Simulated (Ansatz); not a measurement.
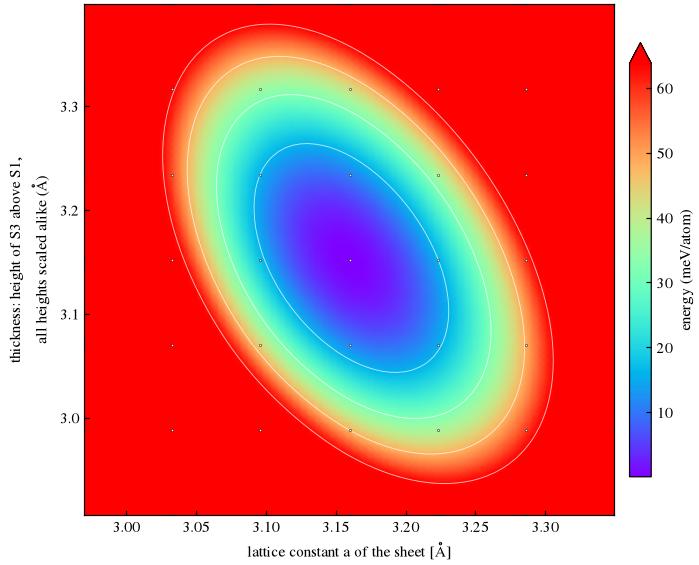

A two-dimensional sheet of WS₂ (3 atoms in the cell). The lattice constant and the thickness of a sheet are varied, nothing relaxed. Coordinates scanned: (1) lattice constant a of the sheet (both vectors scaled alike); (2) thickness: height of S3 above S1, all heights scaled alike. The grid has 7 × 7 points. Points are written as (first, second). Energies are in meV/atom, from the lowest grid point. Computed with Ansatz, DFT PBE+D3(BJ), scalar-relativistic, plane waves, PAW. Settings: cutoff 420 eV, k-mesh 12×12×1, gaussian smearing 0.02 eV, no spin polarisation.

The picture shows a smooth colour map with a few white contour lines, dots at the grid points, one colour for all values above the top of the scale. Between grid points the surface is interpolated.

> Estimate the position of the minimum and the force constants in these coordinates.

The interpolated minimum is at the first coordinate ≈ 3.160 Å, the second coordinate ≈ 3.152 Å. The curvatures there are about 25 eV/Å² and 10 eV/Å², with a cross term of about 7.1 eV/Å² (per cell of 3 atoms). Round the minimum the valley is somewhat tilted: raising the first coordinate shifts the best value of the second coordinate downwards (coupling k₁₂/√(k₁₁k₂₂) about 0.5).

PAW datasets: the set soft_1.
